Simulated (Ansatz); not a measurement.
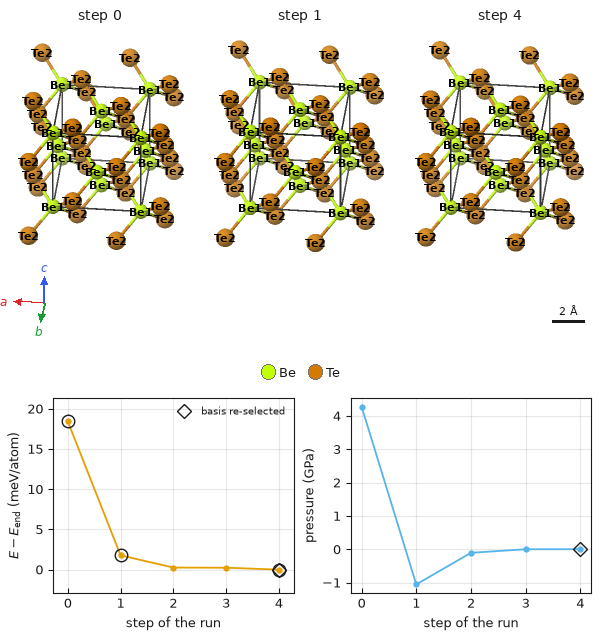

Frames of a relaxation of crystalline BeTe (set up in F-43m), marked on the history of the run. The picture is a ball-and-stick view of the conventional cell (4 times the calculation's cell), seen from a free direction. Lengths and directions refer to the drawn axes.

All numbers below come from DFT PBE, scalar-relativistic, plane waves, PAW (Ansatz).

The input:
```yaml
crystal:
  lattice:
    - [0.0, 2.77, 2.77]
    - [2.77, 0.0, 2.77]
    - [2.77, 2.77, 0.0]
  atoms:
    - { symbol: Be, position: [0.0, 0.0, 0.0] }
    - { symbol: Te, position: [0.25, 0.25, 0.25] }
basis:
  ecutwfc: 420
kpoints:
  mp_grid: { grid: [8, 8, 8] }
hamiltonian:
  xc: pbe
scf:
  occupations: { method: gaussian, width: 0.02 }
output:
  forces: true
  stress: true
  eigenvalues: true
relax:
  adjacent_minimum: "off"
  f_tol: 0.005
  max_steps: 80
  cell: { stress_tol: 0.05 }
```

Launched with:
```bash
ansatz run input.yaml --threads 1 --pin off --max-ram 2560MiB --backend cpu --events-out ev --progress --plain --runs-dir out
```

What happens along the run?

Answer. Over 3 accepted moves (4 points after the start) the energy falls by 18.4 meV per atom. All forces vanish by symmetry, so only the cell relaxes. Pressure: 4.28 GPa at the start and 0.00 GPa at the end. The SCF was repeated once at an unchanged geometry on a basis and grid sized afresh for the cell, which shifted the energy by 0.2 meV per atom at most. The atoms keep their places relative to the cell (all moves are under 0.005 Å). The volume changes by +6.9 %, with a = b = c 5.540 → 5.664 Å (+2.2 %). Among the contacts that change: Be1–Te2 2.399 → 2.452 Å. The space group stays F-43m (No. 216). The run took 8.4 s on 1 thread of Arm Neoverse V2, on a shared host, peak memory 0.3 GiB. From step 0 to 1: volume +8.9 %, energy −16.6 meV per atom. From step 1 to 4: volume −1.9 %, energy −1.8 meV per atom.

```json
{"step": "0", "E − E(0), meV/atom": "0.00", "pressure, GPa": "4.28", "volume, Å³/atom": "21.254", "note": ""}
{"step": "1", "E − E(0), meV/atom": "-16.64", "pressure, GPa": "-1.05", "volume, Å³/atom": "23.155", "note": ""}
{"step": "2", "E − E(0), meV/atom": "-18.17", "pressure, GPa": "-0.10", "volume, Å³/atom": "22.753", "note": ""}
{"step": "3", "E − E(0), meV/atom": "-18.19", "pressure, GPa": "0.00", "volume, Å³/atom": "22.710", "note": ""}
{"step": "4", "E − E(0), meV/atom": "-18.42", "pressure, GPa": "0.00", "volume, Å³/atom": "22.710", "note": "same geometry, new basis"}
```
